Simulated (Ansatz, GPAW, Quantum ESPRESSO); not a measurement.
## Simulated XPS, UPS and emission spectra of AlN

Aim: the valence spectrum of AlN from He I to hard X-rays, and which orbitals make each feature.

Method: DFT, PBE, plane-wave PAW, default files, scalar-relativistic, in the first sound run; inputs show where later runs differ, in Ansatz 0.2.0, Quantum ESPRESSO 7.5 and GPAW 26.7.0.

The database entry behind the starting cell differs from later determinations by our own check (inner coordinate u about 0.002 short), so it need not match the best structure at ambient conditions.

### Step 1. Set-up

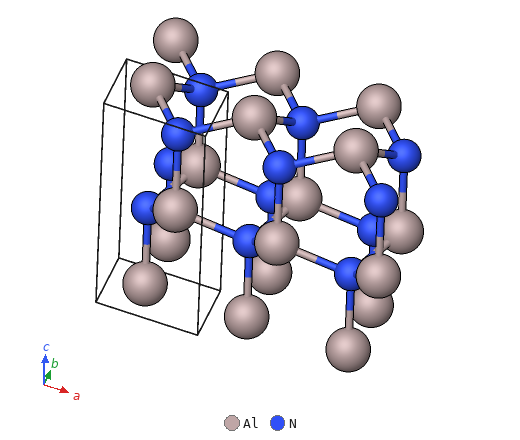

Start, viewed slightly off an axis; aluminium light grey, nitrogen blue. 3×2×1 cells are drawn. Some periodic images of atoms are drawn too.

### Step 2. The base run

First the ground state, then the DOS by atom and shell, which the cross sections turn into spectra. The DOS is taken on a denser mesh than the density.

The input, input.yaml:

```yaml
crystal:
  lattice:
    - [3.113, 0.0, 0.0]
    - [-1.5565, 2.695937082, 0.0]
    - [0.0, 0.0, 4.981]
  atoms:
    - { symbol: Al, position: [0.6666666667, 0.3333333333, 0.5] }
    - { symbol: Al, position: [0.3333333333, 0.6666666667, 0.0] }
    - { symbol: "N", position: [0.6666666667, 0.3333333333, 0.88] }
    - { symbol: "N", position: [0.3333333333, 0.6666666667, 0.38] }
kpoints:
  mp_grid: { grid: [12, 12, 6] }
  band_path:
    path:
      - [[0.0, 0.0, 0.0], [0.5, 0.0, 0.0], [0.333333, 0.333333, 0.0], [0.0, 0.0, 0.0], [0.0, 0.0, 0.5], [0.5, 0.0, 0.5], [0.333333, 0.333333, 0.5], [0.0, 0.0, 0.5]]
      - [[0.5, 0.0, 0.5], [0.5, 0.0, 0.0]]
      - [[0.333333, 0.333333, 0.5], [0.333333, 0.333333, 0.0]]
    npoints: 10
scf:
  occupations: { method: fermi_dirac, width: 0.02 }
  n_extra_bands: 12
hamiltonian:
  xc: pbe
  pseudopotentials: { kind: paw }
output:
  forces: true
  stress: true
  dos:
    projected: true
    de: 0.05
    e_range: [-36, 12]
    nscf_kmesh: { grid: [18, 18, 10] }
  fatbands: true
```

Run with:

```bash
$ ansatz run input.yaml --threads 2 --pin off --max-ram 6144MiB --backend cpu --events-out ev --progress --plain --runs-dir out
```

Numbers of over 12 decimals in the logs are rounded to 6 here.

The program printed:

```text
scf.n_extra_bands = 12 over 8 filled bands (N_el = 16.0): the run solves 20 bands
Engine: ansatz 0.2.0, aarch64-unknown-linux-gnu
Pseudopotentials: kind: paw
Pseudopotential: Al, paw, valence charge 3, recommended cutoff 420 eV (normal), Al.paw.azcp
Pseudopotential: N, paw, valence charge 5, recommended cutoff 420 eV (normal), N.paw.azcp
Functional definition: PBE
  parameter kappa = 0.804
  parameter beta = 0.066725
  exchange = pbe_x(kappa = kappa, mu = beta*pi^2/3)
  correlation = pbe_c(beta = beta)
Crystal: 4 atoms, lattice volume = 41.803 Å³
Basis set: ecut = 420 eV, 809 PW (Γ), exchange–correlation on 48×48×72 points (8 copies of the dense FFT grid, shifted against one another)
Bands: 20, of which v1, the nominal top of the filled ones, is band 8 counted from 1 (7 counted from 0)
Symmetry: 12 space group operations
Space group: P63mc (ITA 186), of the structure as read, at distance tolerance 3.5e-5 Å
k-points: 76 of 864 (time reversal used)
Non-local potential: Al, projectors of the file, l = 0: 2, l = 1: 2, l = 2: 1
Non-local potential: N, projectors of the file, l = 0: 2, l = 1: 2, l = 2: 1
PAW form: soft (Blöchl's): semilocal exchange-correlation on the pseudo side does not see the compensation charge
PAW one-centre angular grid: Al, 110 points (default); XC on 64 Gauss nodes
PAW one-centre angular grid: N, 110 points (default); XC on 64 Gauss nodes
Initial density: superposition of atomic densities (neutral atoms: chi_scale 0, normalization atom), corrected by the library's trained network
Initial wavefunctions: pseudopotential atomic-orbital guess
Functional: x = pbe(κ = 0.804, μ = 0.219515), c = pbe(β = 0.066725)
SCF iter   1: F=—  HF=-1848.497642 eV  |F-HF|=—  |Δ(HF+E_count)|=         —  Δρ=8.48e-4  dr2=1.56e-4  ethr=1.77e-3  ⟨swp⟩=6.0  Hψ=8285  notcnv=0  defer=7
preconditioner: auto → none  [insulator: Δε(μ)=4.209 eV  Ē_g=17.777 eV  σ=0.020 eV  W_gap=1.00  n_scr=2 (ndim 8)  ℏωp=23.0 eV  f_vac=0.000  D(μ)=0.00/eV (n_scr^D=0)  ε∞_Penn≈2.7]
SCF iter   2: F=—  HF=-1848.497888 eV  |F-HF|=—  |Δ(HF+E_count)|=   2.46e-4  Δρ=4.07e-4  dr2=2.61e-5  ethr=9.78e-7  ⟨swp⟩=2.1  Hψ=2777  notcnv=0  defer=181
SCF iter   3: F=—  HF=-1848.497747 eV  |F-HF|=—  |Δ(HF+E_count)|=   1.41e-4  Δρ=4.83e-5  dr2=4.54e-7  ethr=1.63e-7  ⟨swp⟩=2.1  Hψ=1625  notcnv=0  defer=181
iter 4 did not close the SCF: its close was put off for the readings that it lacked (scf_convergence_deferred on its scf_iter line)
SCF iter   4: F=-1848.497748 eV  HF=-1848.497748 eV  |F-HF|=5.76e-9  |Δ(HF+E_count)|=   9.99e-7  Δρ=7.14e-6  dr2=1.02e-8  ethr=2.84e-9  ⟨swp⟩=2.2  Hψ=1726  notcnv=0  defer=181
iter 5 did not close the SCF: its close was put off for the readings that it lacked (scf_convergence_deferred on its scf_iter line)
SCF iter   5: F=-1848.497748 eV  HF=-1848.497748 eV  |F-HF|=1.21e-10  |Δ(HF+E_count)|=   7.25e-9  Δρ=8.20e-7  dr2=2.09e-10  ethr=6.40e-11  ⟨swp⟩=2.7  Hψ=1816  notcnv=0  defer=181
SCF iter   6: F=-1848.497748 eV  HF=-1848.497748 eV  |F-HF|=2.96e-12  |Δ(HF+E_count)|=  6.55e-11  Δρ=1.19e-7  dr2=2.80e-12  ethr=1.31e-12  ⟨swp⟩=4.7  Hψ=6367  notcnv=0
SCF 1 converged in 6 iterations: F = -1848.497748 eV  dr2 = 2.80e-12
  greatest PAW one-centre occupation: 0.788 electrons in one spin orbital (limit 2), on the N atom at site 3 (counted from 0), in its partial waves of l = 0
NSCF: frozen V_eff on 93 k-points
NSCF: frozen V_eff on 222 k-points
SCF converged after 6 iterations
Free energy (F): -1848.497748 eV
Harris-Foulkes:  -1848.497748 eV  (|F-HF|=2.96e-12)
Internal energy: -1848.497748 eV  (E = F + TS)
E sigma→0 (E₀):  -1848.497748 eV
Fermi energy:    9.232554 eV
--- Per-component energies (eV) ---
  E_band       = 30.374896
  E_kinetic    = 318.954258
  E_local      = -448.269658  (includes V_loc(G=0)·N_el)
  E_nonlocal   = 110.843363
  E_hartree    = 155.685171
  E_xc         = -203.726253
  E_vxc        = -215.995679  (∫ρ·V_xc dr)
  E_paw        = -1190.321552  (= ΣΔE_a)
  E_vpaw       = -46.527945  (= ΣTr[D̂ρ^β])
  E_aug_tail   = 0.000194  (compensation charges beyond the density's cutoff)
  E_ewald      = -591.663270
  E_smearing   = -0.000000  (= −TS)
  E_closure    = -0.000000  (closes the sum)
  Σ components = -1848.497748   (vs F -1848.497748, Δ=0.00e0)
--- Forces (eV/Å), atoms counted from 1 ---
  atom   1  Al    -0.00000000     0.00000000    -0.12923858
  atom   2  Al     0.00000000    -0.00000000    -0.12923858
  atom   3  N     -0.00000000    -0.00000000     0.12921657
  atom   4  N     -0.00000000     0.00000000     0.12921657
  max |Σ_I F_I| component: 4.40e-5 eV/Å
--- Stress (GPa, compression-positive) ---
        3.192054       0.000000      -0.000000
        0.000000       3.192054       0.000000
       -0.000000       0.000000       4.777584
  P = ⅓ Tr σ = 3.7206 GPa (37.206 kbar)
--- Band table (eV; the first three rows and the last of 76) ---
  k-point 0: bands = [... 4 lower, 6.2905, 6.9399, 6.9399, 7.1195, 11.3323, 13.7884, 17.7301, 18.2932, ... 8 higher]
  k-point 1: bands = [... 4 lower, 6.3319, 6.5210, 6.8938, 6.8938, 11.8238, 13.8548, 17.5576, 18.2601, ... 8 higher]
  k-point 2: bands = [... 4 lower, 6.4457, 6.4457, 6.7702, 6.7702, 12.7746, 13.9124, 17.2871, 18.3045, ... 8 higher]
  k-point 75: bands = [... 4 lower, 3.3008, 3.3008, 6.3417, 6.3417, 14.5522, 14.5522, 14.9884, 14.9884, ... 8 higher]
```

The job ended after 12 s (2 threads of Arm Neoverse V1, shared host; peak memory 0.35 GiB; 23 s of CPU time).

In the SCF lines HF is the Harris–Foulkes energy and dr2 the Hartree energy of the density residual, in eV; the loop may stop once dr2 is under the threshold and the program's other checks hold. Hψ counts applications of the Hamiltonian.

This step gave:

| Item | Value |
| --- | --- |
| free energy | -1848.4977 eV |
| Fermi energy | 9.233 eV |
| symmetry operations | 12 |
| pressure | 3.721 GPa |
| gap on the k-mesh | 4.213 eV |
| zero of energy | valence-band maximum |
| share of occupied states in no projected shell | 0.0072 of the occupied states in the window |
| gap on the path | 4.213 eV |
| least direct gap on the path | 4.213 eV |
| valence top on path | 0 eV |

The electronic bands at the labelled points (eV, zero at the valence-band maximum; v1 is the highest filled band, c1 the lowest empty one):

| point | v4 | v3 | v2 | v1 | c1 | c2 |
| --- | --- | --- | --- | --- | --- | --- |
| Γ | -0.83 | -0.18 | -0.18 | 0.00 | 4.21 | 6.67 |
| M | -3.32 | -2.05 | -1.76 | -0.66 | 5.82 | 5.84 |
| K | -3.75 | -2.41 | -2.37 | -2.37 | 5.07 | 8.37 |
| Γ | -0.83 | -0.18 | -0.18 | 0.00 | 4.21 | 6.67 |
| A | -0.51 | -0.51 | -0.51 | -0.51 | 6.47 | 6.47 |
| L | -1.43 | -1.43 | -1.35 | -1.35 | 5.33 | 5.33 |
| H | -3.82 | -3.82 | -0.78 | -0.78 | 7.43 | 7.43 |
| A | -0.51 | -0.51 | -0.51 | -0.51 | 6.47 | 6.47 |
| jump to L | -1.43 | -1.43 | -1.35 | -1.35 | 5.33 | 5.33 |
| M | -3.32 | -2.05 | -1.76 | -0.66 | 5.82 | 5.84 |
| jump to H | -3.82 | -3.82 | -0.78 | -0.78 | 7.43 | 7.43 |
| K | -3.75 | -2.41 | -2.37 | -2.37 | 5.07 | 8.37 |

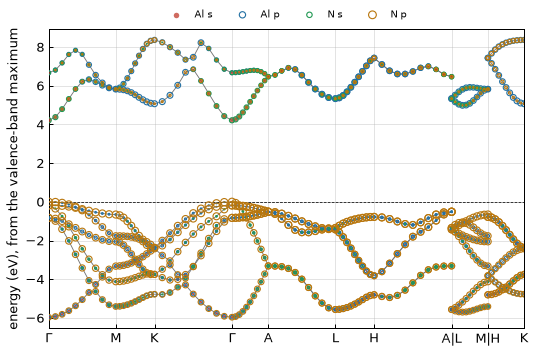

Electronic bands along the path; dots are coloured as in the legend, and their area grows with the weight.

The DOS has structure finer than the step of the table below, so its rows give means over 2 eV, whole bins alone (the curve runs from -16.6 to 14.1 eV). Peaks (eV: height): total -12.5: 4.81, -0.8: 5.10, 11.8: 4.04, 12.4: 4.89; N 2p -4.8: 2.17, -0.8: 4.56, 12.4: 0.704; Al 3p -12.5: 1.21, 6.1: 1.16, 11.8: 1.33, 12.4: 1.73; N 2s -12.5: 3.53; Al 3s -4.9: 0.468, 9.8: 0.679, 11.8: 1.25, 12.4: 1.13.

Table of DOS by E, zero at the valence-band maximum; means over each step; values in states/eV/cell:

| E (eV) | total | N 2p | Al 3p | N 2s | Al 3s |
| --- | --- | --- | --- | --- | --- |
| -14 | 1.04 | 0.00996 | 0.292 | 0.589 | 0.143 |
| -12 | 0.953 | 0.00301 | 0.244 | 0.670 | 0.0318 |
| -10 | 0 | 0 | 0 | 0 | 0 |
| -8 | 0 | 0 | 0 | 0 | 0 |
| -6 | 0.498 | 0.311 | 0.0960 | 0.0109 | 0.0789 |
| -4 | 1.76 | 1.17 | 0.281 | 0.0858 | 0.209 |
| -2 | 2.52 | 2.03 | 0.346 | 0.0344 | 0.0833 |
| 0 | 1.22 | 1.11 | 0.0839 | 0.00285 | 0.00694 |
| 2 | 0 | 0 | 0 | 0 | 0 |
| 4 | 0.0144 | 0.00113 | 0.00183 | 0.00621 | 0.00485 |
| 6 | 1.48 | 0.189 | 0.768 | 0.243 | 0.0842 |
| 8 | 1.14 | 0.182 | 0.472 | 0.130 | 0.171 |
| 10 | 1.61 | 0.236 | 0.613 | 0.0552 | 0.334 |
| 12 | 2.73 | 0.345 | 0.977 | 0.0440 | 0.690 |

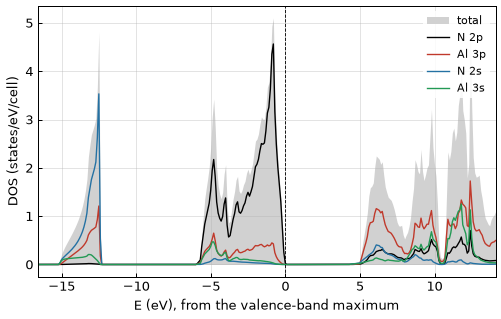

DOS against E.

This run's widths, added to any smearing of the DOS itself: Gaussian 0.3 eV, Lorentzian 0.1 eV. Table of intensity by binding energy, zero at the valence-band maximum; values in % of the maximum within 13 eV:

| binding energy (eV) | 21.2 eV | 100 eV | 1486.7 eV | 8047.8 eV | 9251.7 eV |
| --- | --- | --- | --- | --- | --- |
| -1 | 0.681 | 0.703 | 0.0893 | 0.0657 | 0.0658 |
| 0 | 8.27 | 8.17 | 0.629 | 0.241 | 0.232 |
| 1 | 96.6 | 97.0 | 8.79 | 4.35 | 4.27 |
| 2 | 53.9 | 56.4 | 7.92 | 6.34 | 6.38 |
| 3 | 32.1 | 35.6 | 8.07 | 8.33 | 8.46 |
| 4 | 29.0 | 34.8 | 11.8 | 13.8 | 14.1 |
| 5 | 42.1 | 49.0 | 16.6 | 21.1 | 21.6 |
| 6 | 1.73 | 2.02 | 0.679 | 0.854 | 0.875 |
| 7 | 0.338 | 0.432 | 0.164 | 0.186 | 0.189 |
| 8 | 0.180 | 0.272 | 0.133 | 0.144 | 0.145 |
| 9 | 0.116 | 0.240 | 0.158 | 0.166 | 0.167 |
| 10 | 0.0823 | 0.293 | 0.250 | 0.258 | 0.258 |
| 11 | 0.0619 | 0.554 | 0.562 | 0.573 | 0.574 |
| 12 | - | 3.47 | 3.82 | 3.83 | 3.83 |
| 13 | - | 72.5 | 81.9 | 83.8 | 84.0 |
| 14 | - | 21.5 | 25.2 | 27.4 | 27.6 |
| 15 | - | 5.15 | 6.80 | 8.12 | 8.23 |
| 16 | - | 0.311 | 0.344 | 0.371 | 0.373 |

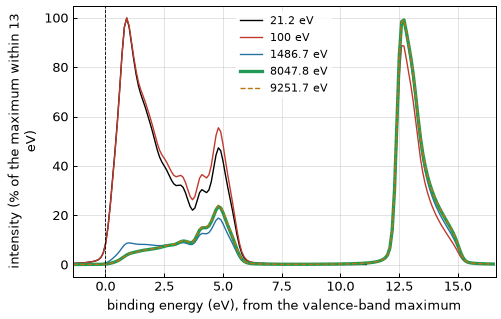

Intensity, plotted against binding energy.

Maxima picked by a test of local sharpness, so broad peaks and shoulders can be missing; peaks within 0.45 eV of a curve's cut are left out. Valence peaks, by row:

| photon energy (eV) | binding energy (eV) | height (% of the maximum within 13 eV) | main shell | its share (%) |
| --- | --- | --- | --- | --- |
| 21.2 | 4.831 | 47.55 | N 2p | 98.26 |
| 21.2 | 4.131 | 30.39 | N 2p | 98.58 |
| 21.2 | 0.8812 | 100 | N 2p | 99.78 |
| 100 | 12.63 | 89.93 | N 2s | 93.47 |
| 100 | 4.831 | 55.65 | N 2p | 81.38 |
| 100 | 4.131 | 36.49 | N 2p | 79.58 |
| 100 | 3.181 | 36.19 | N 2p | 85.55 |
| 100 | 0.8812 | 100 | N 2p | 96.71 |
| 1487 | 12.63 | 100 | N 2s | 95.67 |
| 1487 | 4.831 | 18.89 | Al 3s | 55.9 |
| 1487 | 3.281 | 8.909 | Al 3s | 40.06 |
| 1487 | 0.9812 | 8.813 | N 2p | 65.19 |
| 8048 | 12.68 | 100 | N 2s | 94.6 |
| 8048 | 4.831 | 23.61 | Al 3s | 77.99 |
| 8048 | 3.331 | 9.58 | Al 3s | 64.9 |
| 9252 | 12.68 | 100 | N 2s | 94.49 |
| 9252 | 4.831 | 24.16 | Al 3s | 78.93 |
| 9252 | 3.331 | 9.738 | Al 3s | 66.13 |

The intensity has structure finer than the step of the table below, so its rows give means over 2 eV, whole bins alone (the curve runs from -16.6 to 1.39 eV). Peaks (eV: height): Al K-beta -12.8: 99.8, -4.8: 62.5, -1.7: 60.0; Al K-beta, E along x -12.7: 98.7, -4.9: 63.1, -1.8: 66.0; Al K-beta, E along y -12.7: 98.7, -4.9: 63.1, -1.8: 66.0; Al K-beta, E along z -12.8: 102, -4.8: 62.4, -1.0: 60.1; Al L2,3 -13.1: 45.3, -4.8: 98.3.

Shapes are the site's partial DOS without matrix elements, which overweights lines from ligand s bands. Intensity against emission energy less the core level's binding energy, zero at the valence-band maximum; means over each step; 7 of 9 lines; values in % of the unpolarised maximum:

| emission energy less the core level's binding energy (eV) | Al K-beta | Al K-beta, E along x | Al K-beta, E along y | Al K-beta, E along z | Al L2,3 | N K | N K, E along x |
| --- | --- | --- | --- | --- | --- | --- | --- |
| -14 | 46.8 | 46.7 | 46.7 | 46.9 | 31.8 | 0.292 | 0.287 |
| -12 | 38.0 | 38.2 | 38.2 | 37.7 | 7.23 | 0.140 | 0.133 |
| -10 | 1.94 | 1.94 | 1.94 | 1.92 | 0.00796 | 0.0958 | 0.0956 |
| -8 | 1.61 | 1.60 | 1.60 | 1.62 | 0.0111 | 0.217 | 0.216 |
| -6 | 18.4 | 18.3 | 18.3 | 18.5 | 18.0 | 9.08 | 8.99 |
| -4 | 44.5 | 43.3 | 43.3 | 46.8 | 46.5 | 30.8 | 30.4 |
| -2 | 54.1 | 57.4 | 57.4 | 47.5 | 18.7 | 54.2 | 56.5 |
| 0 | 16.1 | 15.2 | 15.2 | 17.9 | 1.60 | 29.2 | 27.5 |

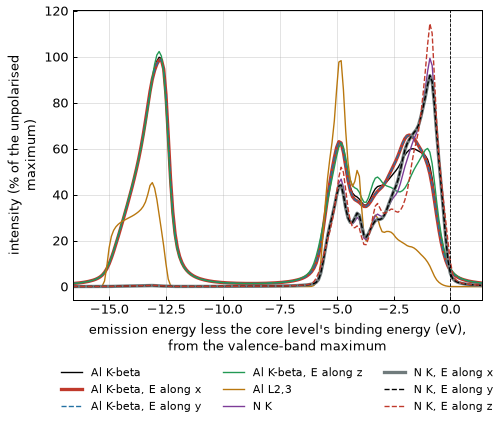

Intensity, plotted against emission energy less the core level's binding energy.

Sums over each group's atoms; left-over states aren't shared out by site. Site centres, by row:

| group | element | shell | occupied states | centre of occupied part (eV) | centre up to the window's top (eV) |
| --- | --- | --- | --- | --- | --- |
| Al1 | Al | 3s | 1.115 | -7.084 | 5.281 |
| Al1 | Al | 3p | 2.69 | -7.065 | 4.612 |
| N3 | N | 2s | 2.796 | -12.21 | -7.135 |
| N3 | N | 2p | 9.272 | -2.385 | -0.2252 |

Window up to 14.1 eV. Shell moments, by row:

| element | shell | occupied states an atom | centre of occupied part (eV) | rms width of occupied part (eV) | centre up to the window's top (eV) | rms width up to the window's top (eV) |
| --- | --- | --- | --- | --- | --- | --- |
| Al | 3s | 0.5573 | -7.084 | 4.699 | 5.281 | 8.585 |
| Al | 3p | 1.345 | -7.065 | 5.169 | 4.612 | 8.473 |
| N | 2s | 1.398 | -12.21 | 2.872 | -7.135 | 9.047 |
| N | 2p | 4.636 | -2.385 | 1.656 | -0.2252 | 4.975 |

The spectra weight each projected shell by its atomic cross section (Dirac–Hartree–Slater) and angular factor, for unpolarised light with the analyser at 90° from the beam. Broadening, on top of any smearing of the DOS itself: a Gaussian of 0.3 eV and a Lorentzian of 0.1 eV plus 0 times the binding energy (full widths), Fermi edge at 300 K. Curves are cut 10 eV under the photon energy, above any shell that the free atom's threshold puts out of reach, or at the lower edge of the window: 11.2 eV at 21.2 eV, 16.6 eV at 100 eV, 16.6 eV at 1486.7 eV, 16.6 eV at 8047.8 eV and 16.6 eV at 9251.7 eV. Dipole terms alone, which is rough above 3 keV; no background, satellites or final-state effects.

Share of each shell in the spectrum's area (%), by photon energy:

| shell | 21.2 eV | 100 eV | 1486.7 eV | 8047.8 eV | 9251.7 eV |
| --- | --- | --- | --- | --- | --- |
| Al 3s | 0.5 | 2.6 | 17.0 | 28.8 | 29.7 |
| Al 3p | 0.3 | 4.5 | 3.9 | 1.2 | 1.0 |
| N 2s | 0.0 | 29.1 | 70.8 | 68.6 | 68.1 |
| N 2p | 99.2 | 63.8 | 8.3 | 1.4 | 1.2 |

At this lattice the functional leaves a pressure of 3.7 GPa, which widens the bands against the functional's own equilibrium.

### Step 3. With PBEsol

This step: DFT, PBEsol, plane-wave PAW, default files, scalar-relativistic (Ansatz 0.2.0).

The run is repeated with PBEsol on the same cell, to see how much the levels hang on the functional.

input.yaml, as its differences from that of step 2:

```diff
@@ -22,3 +22,3 @@
 hamiltonian:
-  xc: pbe
+  xc: pbesol
   pseudopotentials: { kind: paw }
```

The program printed:

```text
[...]
Crystal: 4 atoms, lattice volume = 41.803 Å³
Basis set: ecut = 420 eV, 809 PW (Γ), exchange–correlation on 48×48×72 points (8 copies of the dense FFT grid, shifted against one another)
Bands: 20, of which v1, the nominal top of the filled ones, is band 8 counted from 1 (7 counted from 0)
Symmetry: 12 space group operations
[...]
k-points: 76 of 864 (time reversal used)
[...]
SCF iter   1: F=—  HF=-1811.929278 eV  |F-HF|=—  |Δ(HF+E_count)|=         —  Δρ=1.04e-2  dr2=4.83e-2  ethr=1.77e-3  ⟨swp⟩=5.9  Hψ=8254  notcnv=0  defer=12
[...]
SCF iter   6: F=-1811.915272 eV  HF=-1811.915272 eV  |F-HF|=7.16e-11  |Δ(HF+E_count)|=   1.26e-9  Δρ=6.48e-7  dr2=1.17e-10  ethr=9.74e-12  ⟨swp⟩=5.3  Hψ=6717  notcnv=0
SCF 1 converged in 6 iterations: F = -1811.915272 eV  dr2 = 1.17e-10
[...]
NSCF: frozen V_eff on 93 k-points
[...]
SCF converged after 6 iterations
Free energy (F): -1811.915272 eV
[...]
Internal energy: -1811.915272 eV  (E = F + TS)
E sigma→0 (E₀):  -1811.915272 eV
Fermi energy:    9.093403 eV
[...]
--- Forces (eV/Å), atoms counted from 1 ---
  atom   1  Al     0.00000000     0.00000000    -0.13038115
  atom   2  Al     0.00000000    -0.00000000    -0.13038115
  atom   3  N     -0.00000000    -0.00000000     0.13036937
  atom   4  N     -0.00000000     0.00000000     0.13036937
  max |Σ_I F_I| component: 2.36e-5 eV/Å
--- Stress (GPa, compression-positive) ---
       -0.242180      -0.000000      -0.000000
        0.000000      -0.242180       0.000000
       -0.000000       0.000000       1.223437
  P = ⅓ Tr σ = 0.2464 GPa (2.464 kbar)
--- Band table (eV; the first three rows and the last of 76) ---
  k-point 0: bands = [... 4 lower, 6.1856, 6.8407, 6.8407, 7.0206, 11.1532, 13.5910, 17.5229, 18.0748, ... 8 higher]
  k-point 1: bands = [... 4 lower, 6.2274, 6.4141, 6.7942, 6.7942, 11.6477, 13.6580, 17.3502, 18.0420, ... 8 higher]
  k-point 2: bands = [... 4 lower, 6.3422, 6.3422, 6.6694, 6.6694, 12.5967, 13.7191, 17.0775, 18.0828, ... 8 higher]
  k-point 75: bands = [... 4 lower, 3.1435, 3.1435, 6.2361, 6.2361, 14.3246, 14.3246, 14.7751, 14.7751, ... 8 higher]
```

The job ended after 12 s (2 threads; peak memory 0.35 GiB).

This step gave:

```yaml
free_energy: -1811.9153 eV
fermi_energy: 9.093 eV
pressure: 0.2464 GPa
gap_on_the_k_mesh: 4.133 eV
share_of_occupied_states_in_no_projected_shell: 0.0073 of the occupied states in the window
gap_on_the_path: 4.133 eV
least_direct_gap_on_the_path: 4.133 eV
```

The electronic bands at the labelled points (eV, zero at the valence-band maximum; v1 is the highest filled band, c1 the lowest empty one):

| point | v4 | v3 | v2 | v1 | c1 | c2 |
| --- | --- | --- | --- | --- | --- | --- |
| Γ | -0.83 | -0.18 | -0.18 | 0.00 | 4.13 | 6.57 |
| M | -3.36 | -2.08 | -1.79 | -0.66 | 5.69 | 5.70 |
| K | -3.78 | -2.44 | -2.40 | -2.40 | 4.91 | 8.25 |
| Γ | -0.83 | -0.18 | -0.18 | 0.00 | 4.13 | 6.57 |
| A | -0.52 | -0.52 | -0.52 | -0.52 | 6.38 | 6.38 |
| L | -1.45 | -1.45 | -1.36 | -1.36 | 5.20 | 5.20 |
| H | -3.88 | -3.88 | -0.78 | -0.78 | 7.30 | 7.30 |
| A | -0.52 | -0.52 | -0.52 | -0.52 | 6.38 | 6.38 |
| jump to L | -1.45 | -1.45 | -1.36 | -1.36 | 5.20 | 5.20 |
| M | -3.36 | -2.08 | -1.79 | -0.66 | 5.69 | 5.70 |
| jump to H | -3.88 | -3.88 | -0.78 | -0.78 | 7.30 | 7.30 |
| K | -3.78 | -2.44 | -2.40 | -2.40 | 4.91 | 8.25 |

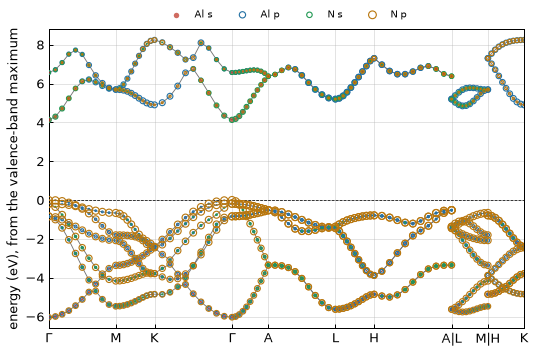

Electronic bands along the path; dots are coloured as in the legend, and their area grows with the weight.

The two runs compared:

| quantity | this run | base run | difference |
| --- | --- | --- | --- |
| gap on the path (eV) | 4.1326 | 4.2128 | -0.0802 |
| least direct gap on the path (eV) | 4.1326 | 4.2128 | -0.0802 |
| gap on the k-mesh (eV) | 4.1326 | 4.2128 | -0.0801 |

One result that differs is the gap on the path, 4.13 eV against 4.21 eV.

At this level the gap is 4.13 eV on the path.

[end of part 1 of 7]

[Logs are printed without paths, hosts, clocks, repeated set-up lines and the standing remarks that a program may print on its own settings, such as how far it seeks lower states.]

[Hosts, paths, dates, database ids (printed as entryN), source tags and the programs' standing remarks are cut or masked in the printed files.]

[Maps of the electrostatic potential energy from Ansatz leave out the sawtooth potential of an applied field or a dipole correction, so their vacuum need not be flat; work functions include it.]

[Peak lists hold at most the 14 tallest peaks of each spectrum; further lines can be left out.]
